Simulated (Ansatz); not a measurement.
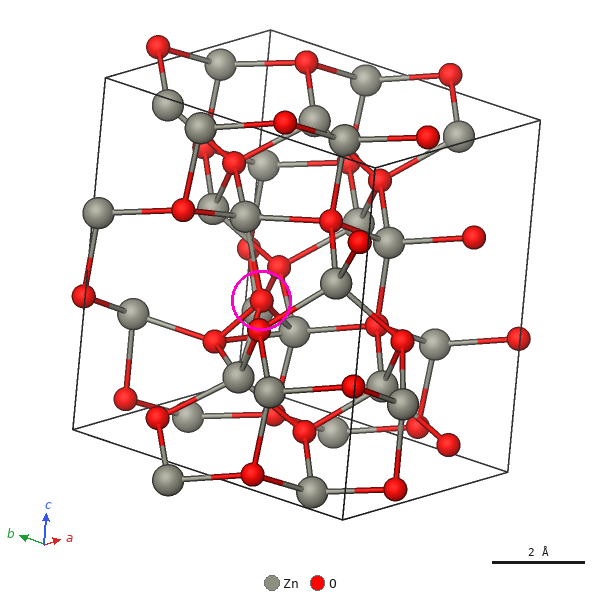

View from a general direction, drawn as a ball-and-stick model. The supercell is drawn as a box. The host is ZnO, in a cell of 36 sites, and the cell is neutral. A ring marks the defect's site.

Describe the defect.

An interstitial oxygen atom. It is bonded to three Zn and one O (about 1.9 to 2.2 Å to Zn, 1.5 Å to O).

The atoms were relaxed in the host's cell with DFT PBE, scalar-relativistic, plane waves, PAW in Ansatz.
